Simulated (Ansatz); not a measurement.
# Geometry relaxation, with input and output: AlNi

- system: AlNi (Pm-3m, 2 atoms in the cell)
- method: DFT PBE, scalar-relativistic, plane waves, PAW, no spin polarisation (Ansatz 0.2.0)

The structure derives from a Materials Project entry.

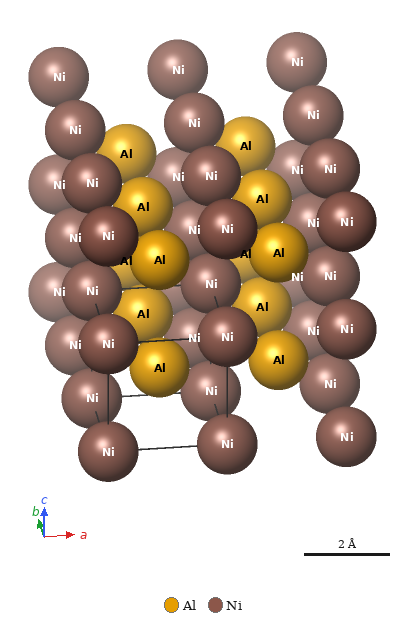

Figure 1. The structure as given in the input (spheres-only view of the cell of the calculation, repeated 2 × 3 × 2, seen at an oblique angle).

Input
```yaml
crystal:
  lattice:
    - [2.85971129, 0.0, 0.0]
    - [0.0, 2.85971129, 0.0]
    - [0.0, 0.0, 2.85971129]
  atoms:
    - { symbol: Al, position: [0.5, 0.5, 0.5] }
    - { symbol: Ni, position: [0.0, 0.0, 0.0] }
basis:
  ecutwfc: 420
kpoints:
  mp_grid: { grid: [14, 14, 14] }
hamiltonian:
  xc: pbe
scf:
  occupations: { method: gaussian, width: 0.1 }
output:
  forces: true
  stress: true
  eigenvalues: true
relax:
  adjacent_minimum: "off"
  f_tol: 0.005
  max_steps: 80
  cell: { stress_tol: 0.05 }
```

Launch command:
```bash
ansatz run input.yaml --threads 1 --pin off --max-ram 2560MiB --backend cpu --events-out ev --progress --plain --runs-dir out
```

The program's output
```
Engine: ansatz 0.2.0, x86_64-unknown-linux-gnu
Pseudopotentials: kind: paw
Pseudopotential: Al, paw, valence charge 3, recommended cutoff 420 eV (normal), Al.paw.azcp
Pseudopotential: Ni, paw, valence charge 18, recommended cutoff 420 eV (normal), Ni.paw.azcp
Functional definition: PBE
  parameter kappa = 0.804
  parameter beta = 0.06672455060314922
  exchange = pbe_x(kappa = kappa, mu = beta*pi^2/3)
  correlation = pbe_c(beta = beta)
Crystal: 2 atoms, lattice volume = 23.387 Å³
Basis set: ecut = 420 eV, 461 PW (Γ), exchange–correlation on 40×40×40 points (8 copies of the dense FFT grid, shifted against one another)
Bands: 15, of which v1, the nominal top of the filled ones, is band 11 counted from 1 (10 counted from 0)
Symmetry: 48 space group operations
Space group: Pm-3m (ITA 221), of the structure as read, at distance tolerance 2.9e-5 Å
k-points: 120 of 2744
Non-local potential: Al, projectors of the file, l = 0: 2, l = 1: 2, l = 2: 1
Non-local potential: Ni, projectors of the file, l = 0: 3, l = 1: 2, l = 2: 3, l = 3: 1
PAW form: soft (Blöchl's): semilocal exchange-correlation on the pseudo side does not see the compensation charge
PAW one-centre angular grid: Al, 110 points (default); XC on 64 Gauss nodes
PAW one-centre angular grid: Ni, 590 points (default); XC on 64 Gauss nodes
Initial density: superposition of atomic densities (neutral atoms: chi_scale 0, normalization atom), corrected by the library's trained network
Initial wavefunctions: pseudopotential atomic-orbital guess
Functional: x = pbe(κ = 0.804, μ = 0.2195149727645171), c = pbe(β = 0.06672455060314922)
SCF iter   1: F=—  HF=-6378.516319 eV  |F-HF|=—  |Δ(HF+E_count)|=         —  Δρ=2.87e-3  dr2=1.06e-3  ethr=1.77e-3  ⟨swp⟩=4.7  Hψ=8203  notcnv=0
preconditioner: auto → none  [metal: Δε(μ)=0.009 eV  Ē_g=9.818 eV  σ=0.100 eV  W_gap=0.05  n_scr=6 (ndim 8)  ℏωp=27.7 eV  f_vac=0.000  D(μ)=1.03/eV (n_scr^D=6)  sad-step TF]
SCF iter   2: F=—  HF=-6378.516305 eV  |F-HF|=—  |Δ(HF+E_count)|=   1.32e-5  Δρ=1.56e-3  dr2=3.72e-4  ethr=5.05e-6  ⟨swp⟩=2.3  Hψ=3468  notcnv=0
SCF iter   3: F=—  HF=-6378.516287 eV  |F-HF|=—  |Δ(HF+E_count)|=   1.82e-5  Δρ=1.59e-4  dr2=4.18e-6  ethr=1.77e-6  ⟨swp⟩=1.1  Hψ=1766  notcnv=0  defer=3
SCF iter   4: F=—  HF=-6378.516378 eV  |F-HF|=—  |Δ(HF+E_count)|=   9.12e-5  Δρ=5.36e-5  dr2=2.70e-7  ethr=1.99e-8  ⟨swp⟩=2.2  Hψ=2573  notcnv=0  defer=3
iter 5 did not close the SCF: its close was put off for the readings that it lacked (scf_convergence_deferred on its scf_iter line)
SCF iter   5: F=-6378.516378 eV  HF=-6378.516378 eV  |F-HF|=4.18e-11  |Δ(HF+E_count)|=   1.13e-8  Δρ=6.77e-6  dr2=1.83e-9  ethr=1.28e-9  ⟨swp⟩=2.4  Hψ=2743  notcnv=0  defer=3
SCF iter   6: F=-6378.516378 eV  HF=-6378.516378 eV  |F-HF|=2.73e-11  |Δ(HF+E_count)|=   1.29e-9  Δρ=1.55e-6  dr2=8.40e-11  ethr=8.70e-12  ⟨swp⟩=2.9  Hψ=5971  notcnv=0
SCF 1 converged in 6 iterations: F = -6378.516378 eV  dr2 = 8.40e-11
  greatest PAW one-centre occupation: 1.001 electrons in one spin orbital (limit 2), on the Ni atom at site 1 (counted from 0), in its partial waves of l = 1
relax step   1: F+E_penalty+E_count = -6378.51637846 eV  Δ(F+E_penalty+E_count) = +0.000e0 eV  max|allowed force component| = 7.396e-31 eV/Å  Δτ_max = 0.0000 Å  P = +6.003 GPa  Ω = 23.387 Å³  (6 SCF iters, dr2 threshold 1.00e-7 eV, accepted)
Crystal: 2 atoms, lattice volume = 23.862 Å³
Initial density: handed on by an earlier stage of this run
Initial wavefunctions: those handed on with the density
iter 1 solved again at ethr=3.69e-6 eV; its pass at ethr=3.10e-3 eV (dr2=7.74e-4 eV) is discarded
SCF iter   1: F=—  HF=-6378.528764 eV  |F-HF|=—  |Δ(HF+E_count)|=         —  Δρ=2.43e-3  dr2=8.90e-4  ethr=3.69e-6  ⟨swp⟩=1.1  Hψ=10712  notcnv=0
preconditioner: auto → none  [metal: Δε(μ)=0.042 eV  Ē_g=9.679 eV  σ=0.100 eV  W_gap=0.23  n_scr=6 (ndim 8)  ℏωp=27.4 eV  f_vac=0.000  D(μ)=1.02/eV (n_scr^D=6)]
SCF iter   2: F=—  HF=-6378.528569 eV  |F-HF|=—  |Δ(HF+E_count)|=   1.95e-4  Δρ=4.18e-4  dr2=3.14e-5  ethr=3.69e-6  ⟨swp⟩=1.5  Hψ=2058  notcnv=0
SCF iter   3: F=—  HF=-6378.528608 eV  |F-HF|=—  |Δ(HF+E_count)|=   3.90e-5  Δρ=1.03e-4  dr2=1.80e-6  ethr=1.49e-7  ⟨swp⟩=1.9  Hψ=2476  notcnv=0
iter 4 did not close the SCF: its close was put off for the readings that it lacked (scf_convergence_deferred on its scf_iter line)
SCF iter   4: F=-6378.528606 eV  HF=-6378.528606 eV  |F-HF|=4.18e-8  |Δ(HF+E_count)|=   1.84e-6  Δρ=2.16e-5  dr2=6.55e-8  ethr=8.57e-9  ⟨swp⟩=2.4  Hψ=2902  notcnv=0
iter 5 did not close the SCF: its close was put off for the readings that it lacked (scf_convergence_deferred on its scf_iter line)
SCF iter   5: F=-6378.528606 eV  HF=-6378.528606 eV  |F-HF|=4.27e-11  |Δ(HF+E_count)|=   7.50e-9  Δρ=4.34e-7  dr2=2.56e-11  ethr=3.12e-10  ⟨swp⟩=1.3  Hψ=2037  notcnv=0
SCF iter   6: F=-6378.528606 eV  HF=-6378.528606 eV  |F-HF|=3.64e-12  |Δ(HF+E_count)|=  3.09e-11  Δρ=1.65e-7  dr2=4.51e-12  ethr=1.00e-12  ⟨swp⟩=1.3  Hψ=5122  notcnv=0
SCF 2 converged in 6 iterations: F = -6378.528606 eV  dr2 = 4.51e-12
relax step   2: F+E_penalty+E_count = -6378.52860616 eV  Δ(F+E_penalty+E_count) = -1.223e-2 eV  max|allowed force component| = 1.068e-31 eV/Å  Δτ_max = 0.0000 Å  P = +2.429 GPa  Ω = 23.862 Å³  energy of the carried Pulay correction = -1.904e-4 eV  (6 SCF iters, dr2 threshold 2.00e-7 eV, accepted)
Crystal: 2 atoms, lattice volume = 24.196 Å³
iter 1 solved again at ethr=1.72e-6 eV; its pass at ethr=3.10e-3 eV (dr2=3.62e-4 eV) is discarded
SCF iter   1: F=—  HF=-6378.531156 eV  |F-HF|=—  |Δ(HF+E_count)|=         —  Δρ=1.62e-3  dr2=4.00e-4  ethr=1.72e-6  ⟨swp⟩=1.3  Hψ=10625  notcnv=0
preconditioner: auto → none  [metal: Δε(μ)=0.045 eV  Ē_g=9.565 eV  σ=0.100 eV  W_gap=0.24  n_scr=6 (ndim 8)  ℏωp=27.2 eV  f_vac=0.000  D(μ)=1.03/eV (n_scr^D=6)]
SCF iter   2: F=—  HF=-6378.531069 eV  |F-HF|=—  |Δ(HF+E_count)|=   8.72e-5  Δρ=2.76e-4  dr2=1.38e-5  ethr=1.72e-6  ⟨swp⟩=1.5  Hψ=2070  notcnv=0
SCF iter   3: F=—  HF=-6378.531113 eV  |F-HF|=—  |Δ(HF+E_count)|=   4.45e-5  Δρ=7.30e-5  dr2=9.04e-7  ethr=6.58e-8  ⟨swp⟩=2.0  Hψ=2713  notcnv=0
iter 4 did not close the SCF: its close was put off for the readings that it lacked (scf_convergence_deferred on its scf_iter line)
SCF iter   4: F=-6378.531112 eV  HF=-6378.531112 eV  |F-HF|=1.76e-8  |Δ(HF+E_count)|=   8.71e-7  Δρ=1.37e-5  dr2=2.78e-8  ethr=4.31e-9  ⟨swp⟩=2.4  Hψ=2724  notcnv=0
iter 5 did not close the SCF: its close was put off for the readings that it lacked (scf_convergence_deferred on its scf_iter line)
SCF iter   5: F=-6378.531112 eV  HF=-6378.531112 eV  |F-HF|=9.09e-13  |Δ(HF+E_count)|=   3.21e-9  Δρ=3.60e-7  dr2=2.11e-11  ethr=1.32e-10  ⟨swp⟩=1.1  Hψ=1872  notcnv=0
SCF iter   6: F=-6378.531112 eV  HF=-6378.531112 eV  |F-HF|=3.64e-12  |Δ(HF+E_count)|=  1.82e-12  Δρ=1.37e-7  dr2=4.54e-12  ethr=1.00e-12  ⟨swp⟩=1.7  Hψ=4387  notcnv=0
SCF 3 converged in 6 iterations: F = -6378.531112 eV  dr2 = 4.54e-12
relax step   3: F+E_penalty+E_count = -6378.53111231 eV  Δ(F+E_penalty+E_count) = -2.506e-3 eV  max|allowed force component| = 8.628e-32 eV/Å  Δτ_max = 0.0000 Å  P = +0.129 GPa  Ω = 24.196 Å³  energy of the carried Pulay correction = -3.220e-4 eV  (6 SCF iters, dr2 threshold 2.00e-7 eV, accepted)
Crystal: 2 atoms, lattice volume = 24.215 Å³
iter 1 solved again at ethr=6.45e-9 eV; its pass at ethr=3.10e-3 eV (dr2=1.35e-6 eV) is discarded
SCF iter   1: F=—  HF=-6378.531056 eV  |F-HF|=—  |Δ(HF+E_count)|=         —  Δρ=8.49e-5  dr2=1.08e-6  ethr=6.45e-9  ⟨swp⟩=2.0  Hψ=10245  notcnv=0
preconditioner: auto → none  [metal: Δε(μ)=0.044 eV  Ē_g=9.555 eV  σ=0.100 eV  W_gap=0.24  n_scr=6 (ndim 8)  ℏωp=27.2 eV  f_vac=0.000  D(μ)=1.03/eV (n_scr^D=6)]
SCF iter   2: F=—  HF=-6378.531113 eV  |F-HF|=—  |Δ(HF+E_count)|=   5.70e-5  Δρ=1.83e-5  dr2=6.01e-8  ethr=5.15e-9  ⟨swp⟩=2.5  Hψ=2418  notcnv=0
iter 3 did not close the SCF: its close was put off for the readings that it lacked (scf_convergence_deferred on its scf_iter line)
SCF iter   3: F=-6378.531113 eV  HF=-6378.531113 eV  |F-HF|=2.44e-9  |Δ(HF+E_count)|=   4.24e-8  Δρ=3.26e-6  dr2=1.78e-9  ethr=2.86e-10  ⟨swp⟩=1.4  Hψ=2042  notcnv=0
iter 4 did not close the SCF: its close was put off for the readings that it lacked (scf_convergence_deferred on its scf_iter line)
SCF iter   4: F=-6378.531113 eV  HF=-6378.531113 eV  |F-HF|=1.01e-10  |Δ(HF+E_count)|=   1.92e-9  Δρ=8.63e-7  dr2=1.32e-10  ethr=8.48e-12  ⟨swp⟩=2.4  Hψ=2640  notcnv=0
iter 5 did not close the SCF: its close was put off for the readings that it lacked (scf_convergence_deferred on its scf_iter line)
SCF iter   5: F=-6378.531113 eV  HF=-6378.531113 eV  |F-HF|=2.73e-12  |Δ(HF+E_count)|=  2.36e-11  Δρ=1.19e-7  dr2=3.10e-12  ethr=1.00e-12  ⟨swp⟩=1.0  Hψ=1803  notcnv=0
SCF iter   6: F=-6378.531113 eV  HF=-6378.531113 eV  |F-HF|=1.82e-12  |Δ(HF+E_count)|=  9.09e-13  Δρ=4.94e-8  dr2=5.81e-13  ethr=1.00e-12  ⟨swp⟩=1.7  Hψ=4192  notcnv=0
SCF 4 converged in 6 iterations: F = -6378.531113 eV  dr2 = 5.81e-13
relax step   4: F+E_penalty+E_count = -6378.53111269 eV  Δ(F+E_penalty+E_count) = -3.836e-7 eV  max|allowed force component| = 2.465e-32 eV/Å  Δτ_max = 0.0000 Å  P = +0.003 GPa  Ω = 24.215 Å³  energy of the carried Pulay correction = -3.294e-4 eV  (6 SCF iters, dr2 threshold 4.14e-8 eV, accepted)
Initial wavefunctions: pseudopotential atomic-orbital guess (no wavefunctions were taken with the density)
iter 1 solved again at ethr=8.76e-9 eV; its pass at ethr=3.10e-3 eV (dr2=1.84e-6 eV) is discarded
SCF iter   1: F=—  HF=-6378.531349 eV  |F-HF|=—  |Δ(HF+E_count)|=         —  Δρ=3.58e-4  dr2=6.95e-7  ethr=8.76e-9  ⟨swp⟩=3.0  Hψ=13830  notcnv=0
preconditioner: auto → none  [metal: Δε(μ)=0.044 eV  Ē_g=9.554 eV  σ=0.100 eV  W_gap=0.24  n_scr=6 (ndim 8)  ℏωp=27.2 eV  f_vac=0.000  D(μ)=1.03/eV (n_scr^D=6)]
SCF iter   2: F=—  HF=-6378.531449 eV  |F-HF|=—  |Δ(HF+E_count)|=   9.99e-5  Δρ=1.79e-4  dr2=1.79e-7  ethr=3.31e-9  ⟨swp⟩=2.0  Hψ=2197  notcnv=0
SCF iter   3: F=—  HF=-6378.531463 eV  |F-HF|=—  |Δ(HF+E_count)|=   1.40e-5  Δρ=1.84e-5  dr2=2.23e-8  ethr=8.51e-10  ⟨swp⟩=1.0  Hψ=1800  notcnv=0
SCF iter   4: F=—  HF=-6378.531463 eV  |F-HF|=—  |Δ(HF+E_count)|=   8.12e-8  Δρ=2.52e-6  dr2=1.19e-9  ethr=1.06e-10  ⟨swp⟩=2.0  Hψ=2353  notcnv=0
SCF iter   5: F=—  HF=-6378.531463 eV  |F-HF|=—  |Δ(HF+E_count)|=  2.87e-10  Δρ=1.11e-6  dr2=1.61e-10  ethr=5.68e-12  ⟨swp⟩=1.1  Hψ=1816  notcnv=0
SCF iter   6: F=-6378.531463 eV  HF=-6378.531463 eV  |F-HF|=1.82e-12  |Δ(HF+E_count)|=  7.28e-12  Δρ=7.85e-8  dr2=1.23e-12  ethr=1.00e-12  ⟨swp⟩=4.2  Hψ=7977  notcnv=0
SCF 5 converged in 6 iterations: F = -6378.531463 eV  dr2 = 1.23e-12
relax step   5: F+E_penalty+E_count = -6378.53146315 eV  Δ(F+E_penalty+E_count) = -3.505e-4 eV  max|allowed force component| = 1.068e-31 eV/Å  Δτ_max = 0.0000 Å  P = +0.019 GPa  Ω = 24.215 Å³  stress off target by 1.93e-2 GPa  SCF on the basis re-selected at this cell (its energy is not comparable with the rows above)  (6 SCF iters)
```

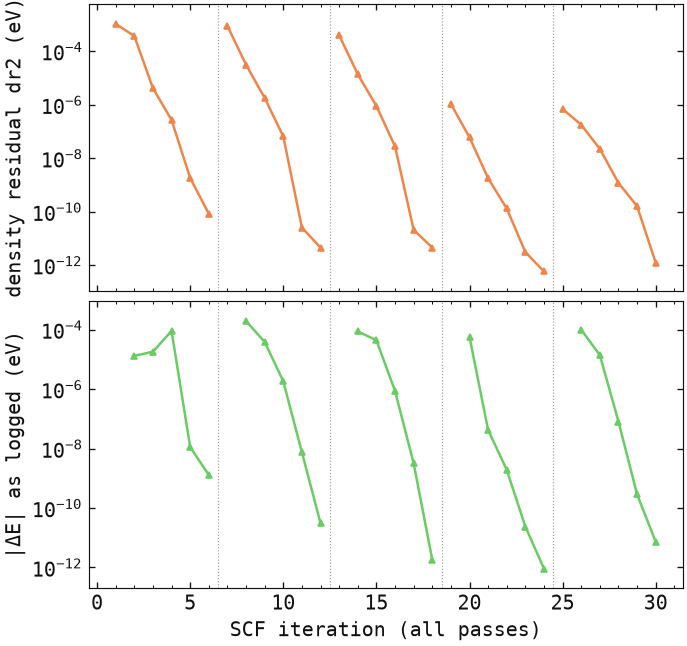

Figure 2. Convergence of the self-consistent field: density residual dr2 and size of the energy change against the SCF iteration. The dotted lines part the SCF passes of the relaxation: geometry steps, rejected trials and re-solves on a re-selected basis. The 5 passes take 6 iterations each, 30 in all.

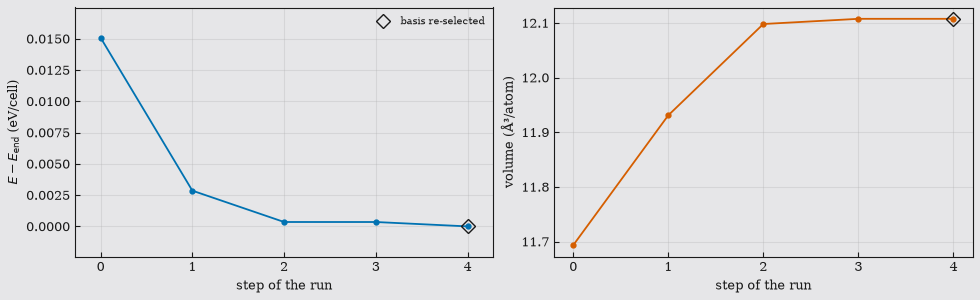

Figure 3. Progress of the relaxation, step by step (the first geometry is step 0 here and step 1 in the log).

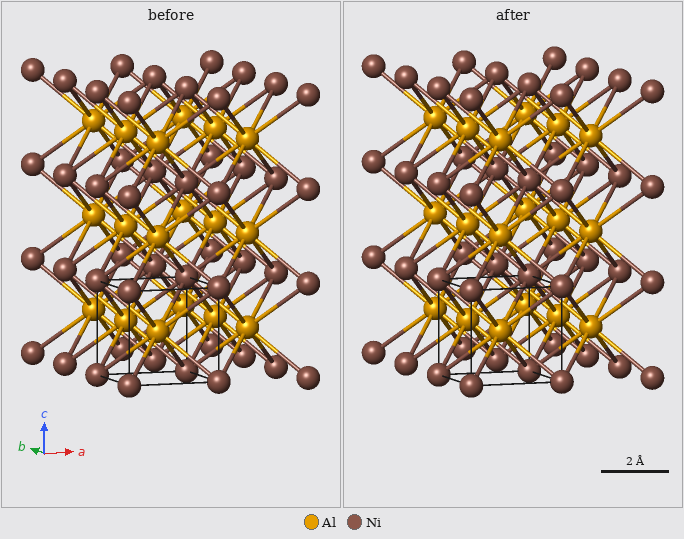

Figure 4. Before (left) and after (right) the relaxation, at one scale (ball-and-stick view of the cell of the calculation, repeated 2 × 3 × 3, seen slightly off an axis). The energy falls by 14.7 meV per cell of the calculation in 3 geometry steps. All forces vanish by symmetry, so only the cell relaxes. Pressure: 6.00 GPa at the start and 0.02 GPa at the end. The atoms keep their places relative to the cell (all moves are under 0.005 Å). Cell: a = b = c 2.860 → 2.893 Å (+1.2 %). Volume +3.5 %. Distances before and after: Al1–Ni2 2.477 → 2.505 Å. The space group stays Pm-3m (No. 221). A last SCF at the same geometry on a re-selected plane-wave basis shifts the energy by −0.4 meV per cell of the calculation. (Atoms are counted from 1 in the order of the input.)

```
basis re-selected at this cell: Δ(F+E_penalty+E_count) = -3.505e-4 eV, ΔP = +0.016 GPa vs the last step (what re-selecting the basis moved, of the pressure what is left beyond the Pulay correction that the steps carried, after the strain that the cell walked since its last selection, with what the two solves' SCF thresholds leave and, on support functions, any second-order correction that the steps lacked; it is no measure of the basis error at this ecutwfc). This SCF's stress stands 1.93e-2 GPa from its target on what of the cell is left free (relax.cell.stress_tol is 5.00e-2 GPa) and its largest allowed force component is 1.07e-31 eV/Å (relax.f_tol is 5.00e-3 eV/Å): within both
SCF converged after 6 iterations
Free energy (F): -6378.531463 eV
Harris-Foulkes:  -6378.531463 eV  (|F-HF|=1.82e-12)
Internal energy: -6378.526295 eV  (E = F + TS)
E sigma→0 (E₀):  -6378.528879 eV
Entropy (-TS):   -0.005168 eV (-2.584 meV/atom)
Fermi energy:    13.743283 eV
--- Per-component energies (eV) ---
  E_band       = -339.966900
  E_kinetic    = 310.575360
  E_local      = -4464.278312  (includes V_loc(G=0)·N_el)
  E_nonlocal   = 647.760056
  E_hartree    = 1920.728659
  E_xc         = -126.072607
  E_vxc        = -140.357221  (∫ρ·V_xc dr)
  E_paw        = -2100.398930  (= ΣΔE_a)
  E_vpaw       = -535.124682  (= ΣTr[D̂ρ^β])
  E_aug_tail   = 0.000486  (compensation charges beyond the density's cutoff)
  E_ewald      = -2566.841007
  E_smearing   = -0.005168  (= −TS)
  E_closure    = 0.000000  (closes the sum)
  Σ components = -6378.531463   (vs F -6378.531463, Δ=0.00e0)
--- Forces (eV/Å), atoms counted from 1 ---
  atom   1  Al     0.00000000     0.00000000    -0.00000000
  atom   2  Ni    -0.00000000    -0.00000000    -0.00000000
  max |Σ_I F_I| component: 1.64e-31 eV/Å
--- Stress (GPa, compression-positive) ---
        0.019275      -0.000000       0.000000
       -0.000000       0.019275      -0.000000
        0.000000      -0.000000       0.019275
  P = ⅓ Tr σ = 0.0193 GPa (0.193 kbar)
--- Band table (eV; the first three rows and the last of 120) ---
  k-point 0: bands = ["-89.5105", "-49.9124", "-49.9124", "-49.9124", "2.6994", "10.5964", "10.5964", "12.2658", "12.2658", "12.2658", "19.1970", "19.1970", "19.1970", "21.8165", "21.8165"]
  k-point 1: bands = ["-89.5104", "-49.9135", "-49.9123", "-49.9123", "2.7926", "10.5888", "10.6183", "12.2251", "12.2251", "12.2701", "18.2302", "19.3202", "19.3202", "21.8222", "22.6825"]
  k-point 2: bands = ["-89.5102", "-49.9165", "-49.9121", "-49.9121", "3.0708", "10.5414", "10.6804", "12.1155", "12.1155", "12.2822", "16.6470", "19.6782", "19.6782", "21.8391", "23.9135"]
  k-point 119: bands = ["-89.5066", "-49.9302", "-49.9302", "-49.9302", "9.7278", "9.7278", "9.7278", "12.8173", "12.8173", "15.7433", "15.7433", "15.7433", "17.3450", "18.1743", "18.1743"]
--- Relaxed structure (4 steps of the walk, 4 accepted, 1 SCFs on fresh bases) ---
  F+E_penalty+E_count = -6378.53146315 eV   max|allowed force component| = 1.068e-31 eV/Å   (the final SCF, on the basis selected at the relaxed cell)
  cell:  # Å, volume = 24.2151 Å³
    - [2.8930919343265455, 1.0906079854349074e-33, 5.777789833161707e-34]
    - [1.0906079854349074e-33, 2.8930919343265455, 0.0]
    - [1.0691058840368783e-50, 0.0, 2.8930919343265455]
  atoms:
    - { symbol: Al, position: [0.5, 0.5, 0.5] }
    - { symbol: Ni, position: [1.4030626325243876e-36, -2.1045939487862434e-36, -2.8061252650484966e-36] }
```

Trajectory as extended XYZ (Å, eV, eV/Å), 5 frames, from step=1 to step=5
```
2
Lattice="2.8597 0.0000 0.0000 0.0000 2.8597 0.0000 0.0000 0.0000 2.8597" Properties=species:S:1:pos:R:3:forces:R:3 step=1 energy=-6378.51638 pressure_GPa=6.00
Al    1.4299    1.4299    1.4299    0.0000   0.0000   0.0000
Ni    0.0000    0.0000    0.0000    0.0000   0.0000   0.0000
2
Lattice="2.8790 0.0000 0.0000 0.0000 2.8790 0.0000 0.0000 0.0000 2.8790" Properties=species:S:1:pos:R:3:forces:R:3 step=2 energy=-6378.52861 pressure_GPa=2.43
Al    1.4395    1.4395    1.4395    0.0000   0.0000   0.0000
Ni    0.0000    0.0000    0.0000    0.0000   0.0000   0.0000
2
Lattice="2.8923 0.0000 0.0000 0.0000 2.8923 0.0000 0.0000 0.0000 2.8923" Properties=species:S:1:pos:R:3:forces:R:3 step=3 energy=-6378.53111 pressure_GPa=0.13
Al    1.4462    1.4462    1.4462    0.0000   0.0000   0.0000
Ni    0.0000    0.0000    0.0000    0.0000   0.0000   0.0000
2
Lattice="2.8931 0.0000 0.0000 0.0000 2.8931 0.0000 0.0000 0.0000 2.8931" Properties=species:S:1:pos:R:3:forces:R:3 step=4 energy=-6378.53111 pressure_GPa=0.00
Al    1.4465    1.4465    1.4465    0.0000   0.0000   0.0000
Ni    0.0000    0.0000    0.0000    0.0000   0.0000   0.0000
2
Lattice="2.8931 0.0000 0.0000 0.0000 2.8931 0.0000 0.0000 0.0000 2.8931" Properties=species:S:1:pos:R:3:forces:R:3 step=5 energy=-6378.53146 pressure_GPa=0.02
Al    1.4465    1.4465    1.4465    0.0000   0.0000   0.0000
Ni    0.0000    0.0000    0.0000    0.0000   0.0000   0.0000
```

Results in brief

| quantity | value |
| --- | --- |
| outcome | converged |
| space group (tolerance 0.01 Å) | Pm-3m (221) |
| electrons treated | 21 |
| free energy | −6378.5315 eV |
| Fermi energy | 13.743 eV |
| gap on the k-point mesh | none (metallic) |
| pressure | 0.02 GPa |
| final volume | 24.22 Å³ |
| largest force (length of the vector) at the end | under 0.001 eV/Å |
| final cell | a = 2.893 Å, b = 2.893 Å, c = 2.893 Å, α = 90.00°, β = 90.00°, γ = 90.00° |
| hardware | 1 thread of Intel Xeon (Granite Rapids), 176 GiB of memory available, shared host |
| wall time | 10 s |
| peak memory | 0.36 GiB |

The run has no spin polarisation, so a magnetic state may lie lower.
